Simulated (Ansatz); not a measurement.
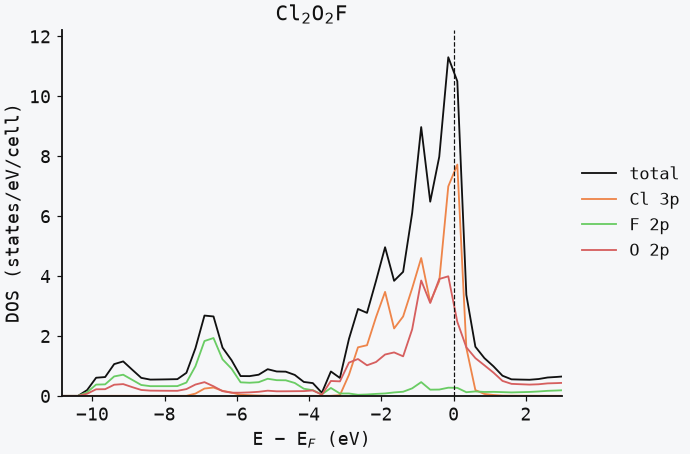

Density of states of Cl$_{2}$O$_{2}$F, space group Immm, 5 atoms in the cell, a structure borrowed from another compound. Computed with Ansatz: DFT with r2SCAN, PAW plane waves, no spin polarisation, 8×8×8 k mesh, 500 eV cutoff, Fermi-Dirac smearing of 0.1 eV. Energies are counted from the Fermi level. The partial curves are projected on Löwdin-orthogonalised atomic shells.

It is a metal. The density of states at the Fermi level isn't well fixed here: it changes fast, and within 0.3 eV it runs from 4.8 to 11 per eV and cell. By projected weight, the states within 0.3 eV of the Fermi level are Cl 3p (65 %) and O 2p (30 %). The tallest peak in the window is at −0.2 eV; by projected weight it is Cl 3p (60 %) and O 2p (35 %).

The structure was built from a prototype or by substitution, so it need not be a known phase. The electron count is odd and the run has no spin polarisation, so a magnetic state may lie lower. The atoms aren't at rest in this cell (largest force 1.6 eV/Å), so the relaxed material can differ. The cell is at 9 GPa in this functional.
